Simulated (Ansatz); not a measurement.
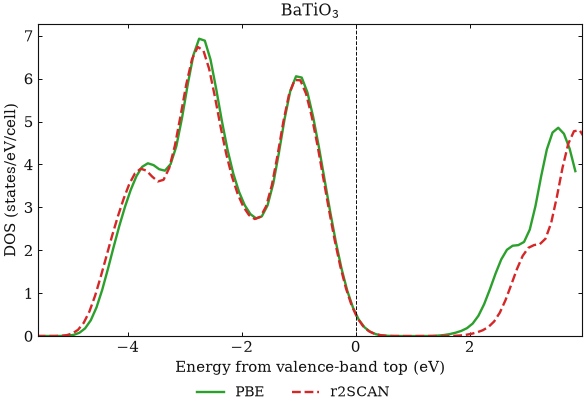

Total densities of states of BaTiO₃, space group Pmm2, 5 atoms in the cell, relaxed with r2SCAN, then under −1.17 % uniaxial x strain (a = 3.93 Å, b = 3.97 Å, c = 4.11 Å, α = 90.00°, β = 90.00°, γ = 90.00°), by two methods on the same cell. The DOS curves are built from the levels of the k mesh with Gaussians 0.55 eV wide, which also blur the band edges; ripples of that width can come from the mesh. Each is counted from its own valence-band top.

> How do the methods compare?

PBE gives a gap of 1.89 eV and r2SCAN gives a gap of 2.25 eV.

Settings. PBE: Ansatz PAW set, no spin polarisation, no spin-orbit coupling, 6×6×6 k mesh, 420 eV cutoff, Fermi-Dirac smearing of 0.02 eV (Ansatz). r2SCAN: Ansatz PAW set, no spin polarisation, no spin-orbit coupling, 6×6×6 k mesh, 500 eV cutoff, fixed occupations (Ansatz 0.2.0).

Gaps are the smallest over all k points computed. The cell is at 2 GPa in r2SCAN and 5 GPa in PBE. LDA, GGA and most meta-GGA functionals understate gaps. r2SCAN: the PAW data sets were made with another functional.
